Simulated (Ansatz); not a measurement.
Consider H18C8N4O5.

H18C8N4O5, 70 atoms, a = 10.32 Å, b = 4.89 Å, c = 11.50 Å, α = 90.00°, β = 90.73°, γ = 90.00°.

Space group C2.

Theory: Ansatz 0.2.0, DFT PBE+D3(BJ), scalar-relativistic, plane waves, PAW.

### What can the converged valence pseudo-density and electron localisation function tell about the bonding?

N–H (1.03 Å): ρ at the midpoint is about 2.9 e/Å³; the ELF climbs to about 1 towards the hydrogen, as it does in any bond to H; an ordinary covalent bond to hydrogen.
C–H (1.10 Å): ρ is about 1.9 e/Å³ halfway; the ELF climbs to about 1 towards the hydrogen; an ordinary covalent bond to hydrogen.

### Metal or insulator at this level of theory?

It is gapped, with a Kohn–Sham gap of 3.7 eV on the k-point mesh (the band edges may lie off the mesh, which would make the gap smaller).

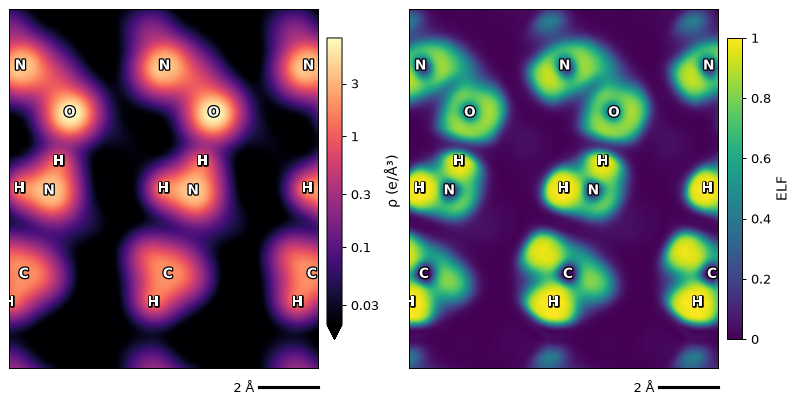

Computed valence pseudo-density and electron localisation function on the (100) plane of the conventional cell, in this order. Atoms just off the plane (H, 0.5 Å away and C, 0.6 Å away) can leave unmarked features too.

The density is the valence pseudo-density of a PAW calculation; it isn't the true density close to the nuclei.
